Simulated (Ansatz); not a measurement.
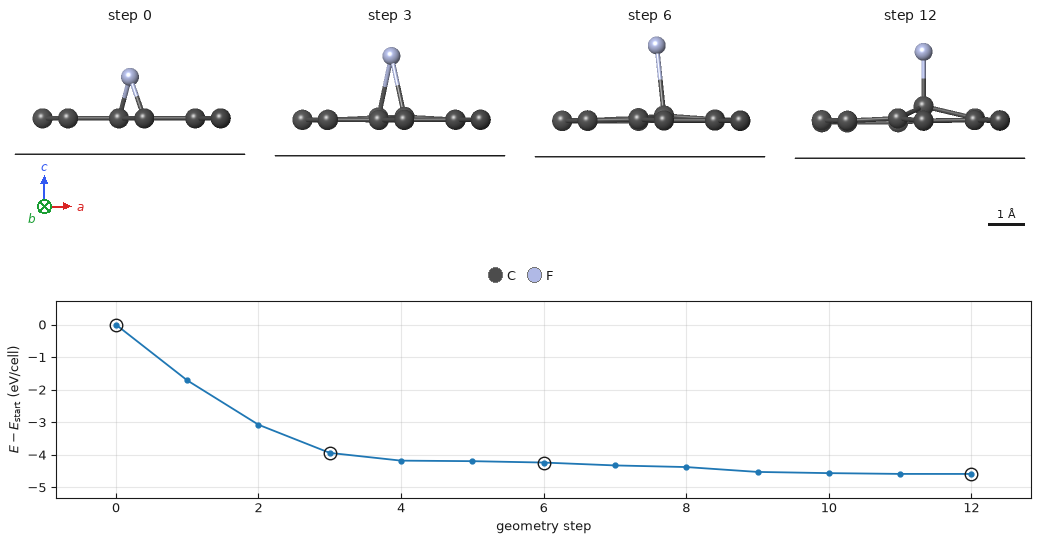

Frames of a relaxation of a slab of composition C₁₈F, marked on the history of the run. The picture is a ball-and-stick view of the cell of the calculation, outlined in the plane, without the vacuum (origin shifted), seen along the b axis.

It is F on graphene monolayer, set down by a guess. The run prepares an end point of a later path (adatom hop) calculation, from a guessed geometry.

These are results of Ansatz 0.2.0, DFT PBEsol, scalar-relativistic, plane waves, PAW, not measurements. Set-up: plane-wave cutoff 420 eV; k-point mesh 2 × 2 × 1; occupations fermi dirac; smearing width 0.05 eV; collinear spin; atoms relaxed in a fixed cell; force threshold 0.03 eV/Å; at most 60 steps.

> Describe the path.

The atom that moves furthest relative to the layer's centre is the F atom (0.97 Å at 43° to the normal (+c side)). By element the largest moves are F 0.97 Å, C 0.34 Å. The cell doesn't change. Among the contacts that change: C–F 1.368 → 2.352 Å, C–F 1.357 → 1.522 Å, C–C 1.424 → 1.477 Å, C–C 1.424 → 1.414 Å. Among the angles between lasting bonds that change: C–C–F 58.9° → 103.3°, C–C–C 120.0° → 114.9°, C–C–F 107.3° → 103.3°. After 12 geometry steps the energy has fallen by 4.587 eV per cell of the calculation. Largest force component: 13 eV/Å at the start, 0.025 eV/Å at the end. The program noted that the starting moments weren't kept. From step 0 to 3: the F atom moves most (0.59 Å), energy −3.940 eV per cell of the calculation. From step 3 to 6: the F atom moves most (0.40 Å), energy −0.297 eV per cell of the calculation. From step 6 to 12: the F atom moves most (0.43 Å), energy −0.350 eV per cell of the calculation.

```tsv
step	E − E(0), meV/atom	largest force component, eV/Å
0	0.00	13.2429
1	-90.08	8.6022
2	-161.82	5.0294
3	-207.36	1.9252
4	-219.88	0.2602
5	-220.74	0.1596
6	-222.98	0.5202
7	-227.62	0.7761
8	-230.27	0.8529
9	-238.14	0.8242
10	-240.08	0.6143
11	-241.35	0.1041
12	-241.40	0.0252
```

Limits of the set-up: the k-point mesh is coarse for a cell with partly filled bands; the periodic images lie only 7.4 Å apart, so the values are limited by the cell's size.
